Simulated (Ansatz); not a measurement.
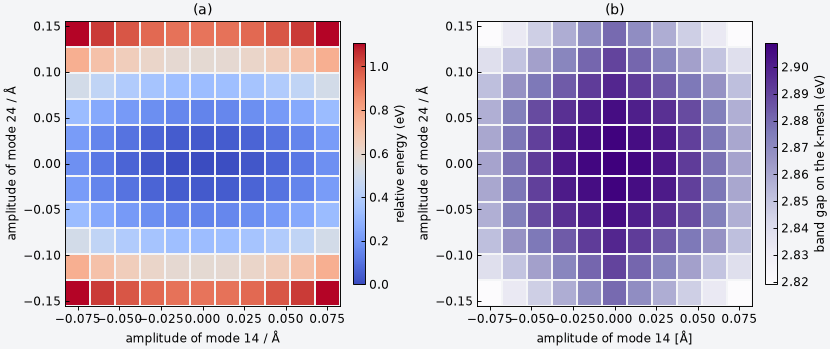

MgO (Pm-3n, No. 223; 12 atoms in the cell). The energy is mapped over two normal modes frozen in (zone-centre modes of the 12-atom cell of this scan). First axis: amplitude of mode 14 (356 cm⁻¹), largest displacement. Second axis: amplitude of mode 24 (492 cm⁻¹), largest displacement. Nothing is relaxed (the cell and all other modes fixed). Grid: 11 × 11 points; 36 points were computed and 85 follow by symmetry. Points are written as (first, second). Energies: eV per cell, counted from the lowest grid point. All numbers below come from Ansatz 0.2.0, DFT PBE, scalar-relativistic, plane waves, PAW. Settings: cutoff 520 eV, k-mesh 4×4×4, gaussian smearing 0.05 eV, no spin polarisation.

Panel (a) is the energy and panel (b) the computed band gap on the k-mesh on the same grid.

In the figure: one coloured cell a grid point.

How does the band gap on the k-mesh vary over the map, and what is it at the lowest grid point?

Answer. It runs from 2.82 eV at (−0.075 Å, −0.141 Å) to 2.91 eV at (0.000 Å, 0.000 Å). At the lowest grid point, (0.000 Å, 0.000 Å), it is 2.91 eV.

PAW datasets: the set soft_1.
